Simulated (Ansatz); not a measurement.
Input

```
crystal:
  lattice:
    - [3.6318704122, 0.0, 0.0]
    - [0.0, 3.6318704122, 0.0]
    - [0.4358244495, 0.0, 3.6318704122]
  atoms:
    - { symbol: Al, position: [0.0, 0.0, 0.0] }
    - { symbol: Cu, position: [0.5, 0.5, 0.0] }
    - { symbol: Cu, position: [0.5, 0.0, 0.5] }
    - { symbol: Cu, position: [0.0, 0.5, 0.5] }
basis:
  ecutwfc: 420
kpoints:
  mp_grid: { grid: [14, 14, 14] }
hamiltonian:
  xc: pbesol
scf:
  occupations: { method: gaussian, width: 0.1 }
output:
  forces: true
  stress: true
  eigenvalues: true
  write_density: true
  write_potential: true
  elf: true
  volumetric_format: npy
```

Command:

```sh
ansatz run input.yaml --threads 1 --pin off --max-ram 2560MiB --backend cpu --events-out ev --progress --plain --runs-dir out
```

Below, planes, directions and counts refer to the conventional cell (a = 3.63 Å, b = 3.63 Å, c = 3.66 Å, α = 90.00°, β = 96.84°, γ = 90.00°).

Space group P2/m; a structure from a database of computed crystals, not necessarily the ambient phase; computed without spin polarisation.

These are results of Ansatz, DFT PBEsol, scalar-relativistic, plane waves, PAW, not measurements.

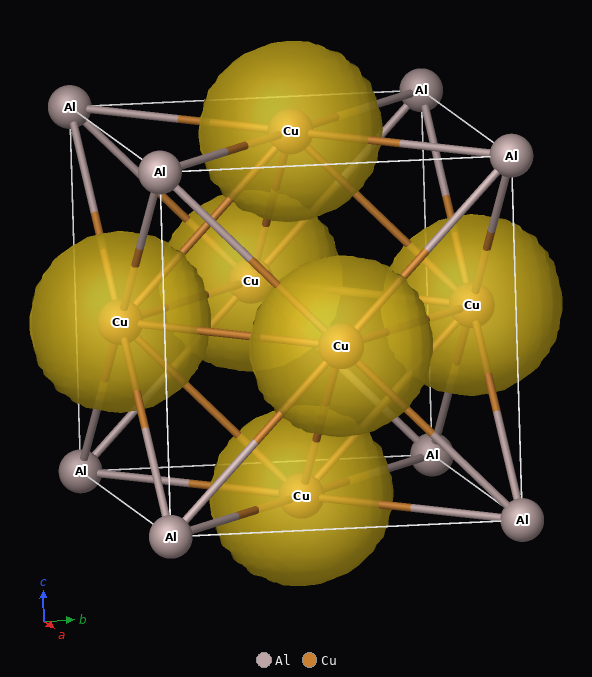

AlCu3. Isosurface of the valence electron density at 0.6 e/Å³ (yellow), seen slightly off an axis. Sticks mark near contacts.

The density is the valence pseudo-density of a PAW calculation; it isn't the true density close to the nuclei.

Question: Which contacts does the surface bridge?

Answer: At this value the density breaks into separate islands; it holds about 85 % of the electrons treated as valence (semicore included). It bridges none of the near contacts. It is pinched off along the shortest Al–Cu (2.42 Å), Cu–Cu (2.42 Å), Al–Cu (2.57 Å) and Cu–Cu (2.57 Å) contacts. On the grid the lowest density along these lines, outside the cores, is 0.27 e/Å³ (Al–Cu, 2.42 Å), 0.35 e/Å³ (Cu–Cu, 2.42 Å), 0.23 e/Å³ (Al–Cu, 2.57 Å) and 0.28 e/Å³ (Cu–Cu, 2.57 Å).

Question: Does the calculation give a band gap?

Answer: It is metallic or semimetallic at this level of theory: no gap opens.
